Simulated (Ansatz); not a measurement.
```xyz
3
Lattice="3.6787 0.0000 0.0000 -1.8393 3.1858 0.0000 0.0000 0.0000 32.9237" Properties=species:S:1:pos:R:3 pbc="T T T"
Te    0.0000    2.1239   14.6994
Ti    0.0000    0.0000   16.4618
Te    1.8394    1.0619   18.2242
```

Computed without spin polarisation.

Theory: DFT r2SCAN, scalar-relativistic, plane waves, PAW (Ansatz 0.2.0).

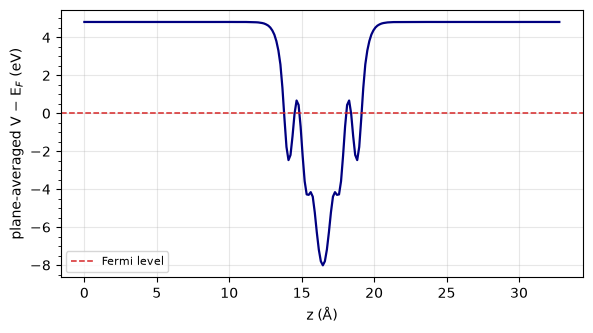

TiTe2 (slab). Plane average of the electrostatic potential (local pseudopotential plus Hartree) felt by an electron across the slab.

### Read off the work function of this surface.

The potential is flat in the vacuum, 4.81 eV above the Fermi level; this is the work function, the same on both faces.

### How thick is the slab, and how wide the vacuum?

The outermost nuclei are 3.5 Å apart, in 3 atomic planes; the vacuum between periodic images is 29.4 Å wide.
